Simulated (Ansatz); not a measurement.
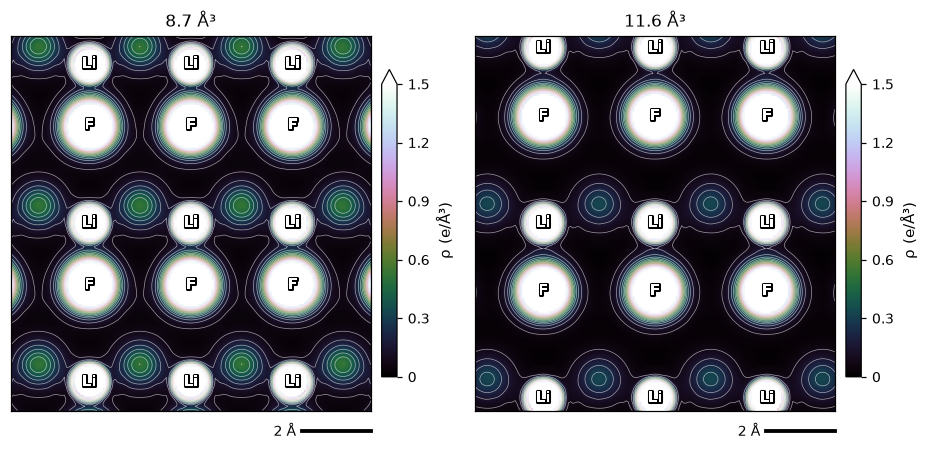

LiF. The valence electron density of cells scaled evenly to different volumes (given per atom above each panel), on the (100) plane of each (indices in the axes of the cell below), at one length scale and on one colour scale.

A structure from a database of computed crystals, not necessarily the ambient phase.

Method: Ansatz 0.2.0, DFT PBE, scalar-relativistic, plane waves, PAW.

The density is the valence pseudo-density of a PAW calculation; it isn't the true density close to the nuclei.

The largest cell:

```cif
data_structure
_symmetry_space_group_name_H-M 'P 1'
_symmetry_Int_Tables_number 1
_cell_length_a 3.2463
_cell_length_b 3.2463
_cell_length_c 5.0906
_cell_angle_alpha 90.000
_cell_angle_beta 90.000
_cell_angle_gamma 120.000
_cell_volume 46.46
loop_
_atom_site_label
_atom_site_type_symbol
_atom_site_fract_x
_atom_site_fract_y
_atom_site_fract_z
_atom_site_occupancy
Li1 Li 0.33333 0.66667 0.38107 1
Li2 Li 0.66667 0.33333 0.88107 1
F1 F 0.33333 0.66667 0.99393 1
F2 F 0.66667 0.33333 0.49393 1
```

| volume (Å³/atom) | Li–F contact in the plane (Å) | ρ at its midpoint (e/Å³) | pressure (GPa) | gap on the mesh (eV) | 
| --- | --- | --- | --- | --- |
| 8.71 | 1.791 | 0.484 | 13.0 | 8.57 | 
| 9.54 | 1.846 | ? | ? | ? | 
| 11.61 | 1.971 | 0.298 | −4.7 | 7.05 | 

**Estimate the missing row, and compare with the calculation.**

Over the known rows ln ρ falls by 2.69 per Å of Li–F distance (the line through the two), which gives 0.417 e/Å³ at 1.846 Å; the calculation gives 0.427 e/Å³. For the pressure, a straight line in volume between the neighbouring rows gives 7.9 GPa; the calculation gives 5.1, lower because pressure rises ever faster on compression. For the gap on the mesh, a straight line in volume between the neighbouring rows gives 8.13 eV; the calculation gives 8.04.
